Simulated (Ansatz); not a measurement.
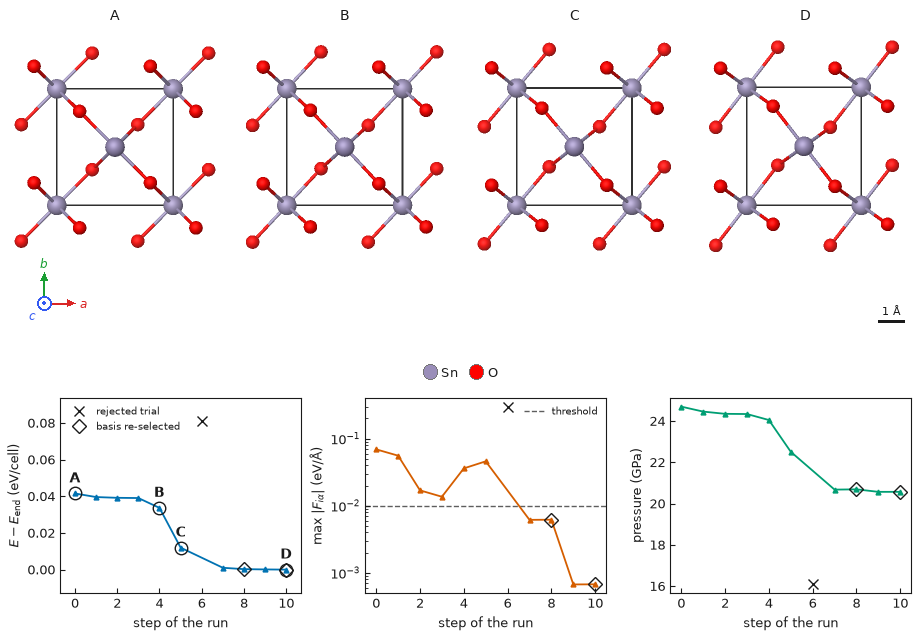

Frames of a relaxation of solid SnO2 (set up in Pnnm), marked on the history of the run. A ball-and-stick model of the cell of the calculation, seen along the c axis.

Case: volume × 0.91, shape and atoms relaxed.

The calculation used Ansatz 0.2.0, DFT LDA, scalar-relativistic, plane waves, PAW. Settings: plane-wave cutoff 420 eV; k-point mesh 6 × 6 × 8; occupations gaussian; smearing width 0.02 eV; no spin polarisation; cell relaxed at fixed volume; force threshold 0.01 eV/Å; at most 30 steps.

> Describe the path.

The largest moves relative to the cell, 0.21 Å, are those of O atoms. Sn stays in place. The drawn cell changes at constant volume: a 4.553 → 4.479 Å (−1.6 %), b 4.559 → 4.621 Å (+1.4 %), c 3.120 → 3.128 Å (+0.3 %). Near-neighbour distances that change, for instance: O–Sn 1.968 → 1.982 Å, O–Sn 2.001 → 2.013 Å. The space group stays Pnnm (No. 58). The energy falls by 41.5 meV per cell of the calculation in 7 accepted moves (10 points after the start). The largest force component goes from 0.069 to 0.00068 eV/Å. The pressure goes from 24.70 to 20.57 GPa. The line search rejected the trial step at point 6 of the run. The SCF was repeated twice at an unchanged geometry on a basis and grid sized afresh for the cell, which shifted the energy by 0.7 meV per cell of the calculation at most. From step 0 to 4: O atoms move most (0.05 Å), energy −7.9 meV per cell of the calculation. From step 4 to 5: O atoms move most (0.09 Å), energy −21.7 meV per cell of the calculation. From step 5 to 10: O atoms move most (0.07 Å), energy −12.0 meV per cell of the calculation.
